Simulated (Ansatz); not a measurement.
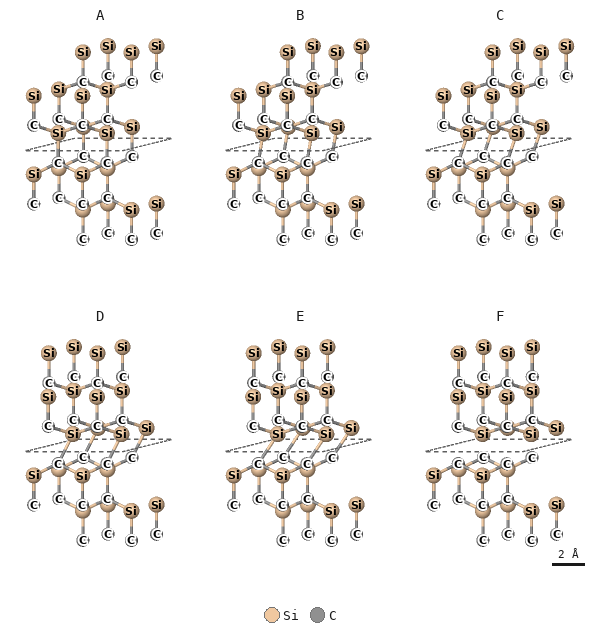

A scan of a crystal of SiC (P6_3mc) along one coordinate. A ball-and-stick model of the layers on both sides of the dashed plane, seen from the side, nearly along that plane.

All numbers below come from DFT PBE, scalar-relativistic, plane waves, PAW (Ansatz). Set-up: plane-wave cutoff 420 eV; k-point mesh 10 × 10 × 3; occupations gaussian; smearing width 0.05 eV; no spin polarisation. Energies (free energies at the smearing named) are counted from the relaxed crystal.

Question: What is being scanned?

Answer: The crystal above a cut along the (0 0 1) plane of the conventional cell (between a plane of C below and one of Si above, 1.90 Å apart) is slid rigidly by fractions of an in-plane lattice vector 3.09 Å long (a generalised stacking fault). In the frames the slip is 0.00 (A), 0.10 (B), 0.20 (C), 0.30 (D), 0.40 (E), 0.50 (F). One cut stands in each cell, which starts 10.1 Å high; nothing is relaxed, and the dashed outline marks the cut. Their energies are 0 mJ/m², 271 mJ/m², 1065 mJ/m², 2241 mJ/m², 3422 mJ/m², 3962 mJ/m².
